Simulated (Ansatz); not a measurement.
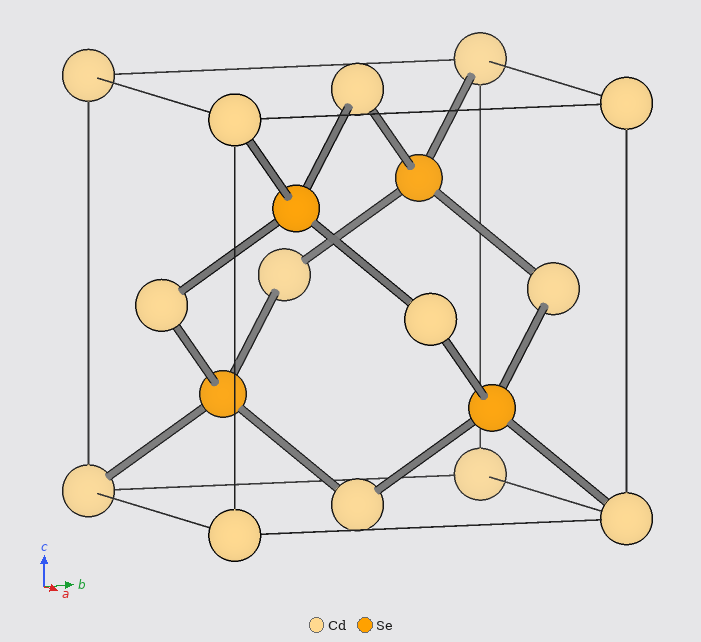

Drawn in the ball-and-stick manner and seen slightly off an axis. The frame is the conventional unit cell; atoms at its boundary are shown with their periodic copies. Cell: a = 6.13 Å, b = 6.13 Å, c = 6.13 Å, α = 90.00°, β = 90.00°, γ = 90.00°.

It derives from a structure listed in the Materials Project. Earlier steps of the study may have refined or changed the cell and positions. A calculation with Ansatz used it as input.

Q: Explain the picture.

A: The structure is one of CdSe. The lattice is face-centred cubic and the space group F-43m (No. 216). The arrangement is known as zinc blende (sphalerite type). It has 8 atoms to the cell (4 Cd, 4 Se). The neighbours of Cd are four Se in a tetrahedral arrangement at about 2.7 Å. Around each Se lie four Cd in a tetrahedral arrangement at about 2.7 Å. The bonds build a three-dimensional framework.

Method: DFT r2SCAN, scalar-relativistic, plane waves, PAW in Ansatz; a kinetic-energy cutoff of 500 eV, k-points about 0.22 Å⁻¹ apart, Gaussian smearing of 0.02 eV, no spin polarisation.

Q: How large a gap does the method give, if there is one?

A: A semiconductor at this level, with a gap of 1.04 eV, direct.

Q: Predict the Bader charges.

A: Cd +0.82 e; Se -0.82 e.

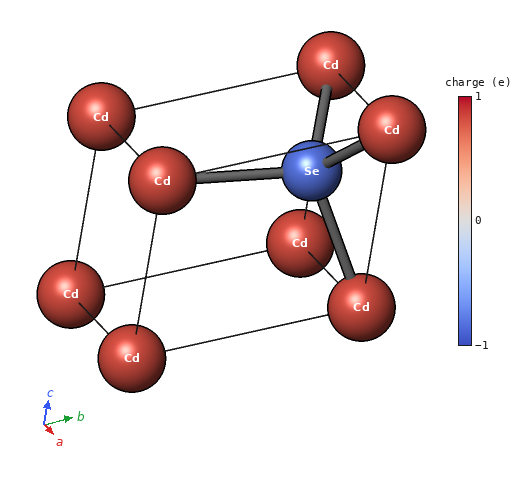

The atoms coloured by those charges. The run's cell of 2 atoms is drawn, so axes and origin can differ from the first picture.

Q: Are forces and stress small enough to call this relaxed?

A: Yes. All forces vanish to within 0.01 eV/Å. The pressure is 0.0 GPa, close to zero.
